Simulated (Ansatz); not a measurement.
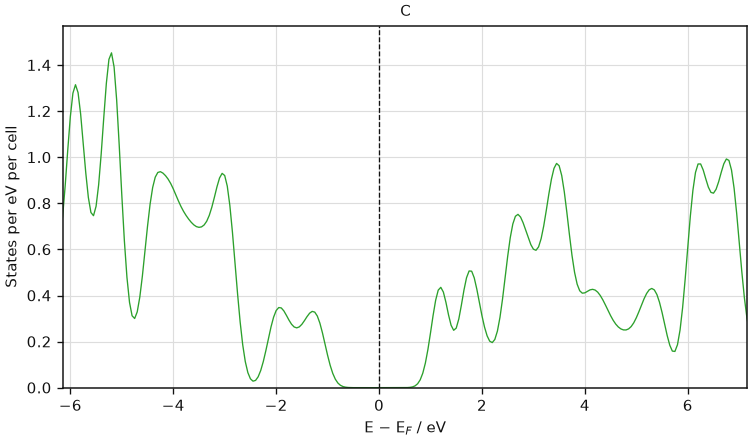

Density of states. Energies are counted from the Fermi level. The curve is built from the levels of the k mesh with Gaussians 0.4 eV wide, which also blur the band edges.

System: C, space group R-3m, 4 atoms in the cell.

Ansatz; DFT, PBE0, plane waves, PAW, no spin polarisation, 8×8×8 k mesh.

> Metal or insulator, going by the density of states?

There is a gap; over the k points computed it is 2.29 eV (indirect; the smallest direct gap is 2.38 eV).

> Where is the tallest peak of the filled states in the window?

Within the window shown, the tallest peak of the filled states lies 4.1 eV under the valence-band top, at about 1.5 states per eV and cell.
